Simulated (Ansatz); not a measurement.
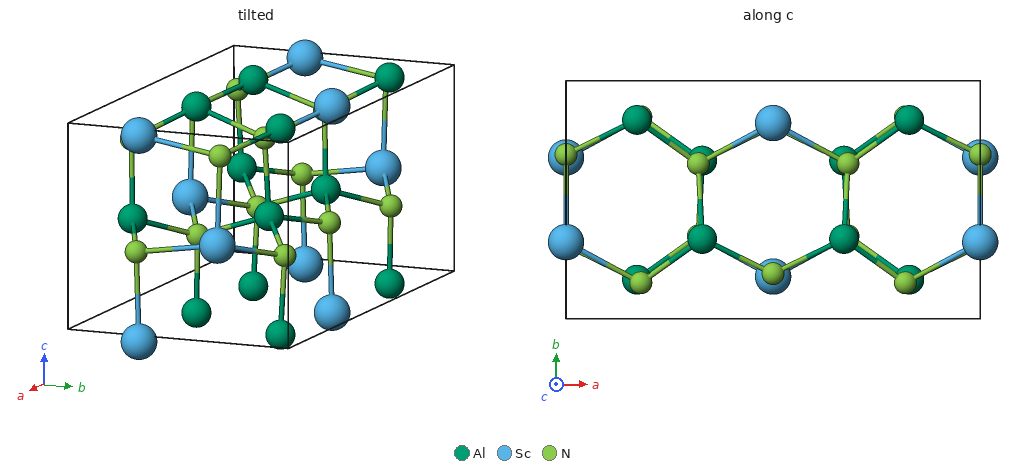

Crystal structure, ball-and-stick style, seen slightly off an axis and along the c axis. The edges of the conventional unit cell are marked. Cell: a = 9.838 Å, b = 5.656 Å, c = 4.960 Å, α = 90.00°, β = 90.00°, γ = 90.00°.

Explain the picture.

- The solid is ScAl$_{2}$N$_{3}$.
- It takes space group Cmc2_1 (No. 36) on a base-centred orthorhombic lattice.
- Atoms per cell: 24 (4 Sc, 8 Al, 12 N).
- With all contacts inside bonding distance counted, the coordination numbers are Sc 4, Al 4 and N 4.

The starting point was a structure listed in the Materials Project, with elements exchanged, so it need not be a known form of the compound. The geometry comes from a coarse first relaxation with Ansatz, DFT PBEsol, scalar-relativistic, plane waves, PAW.
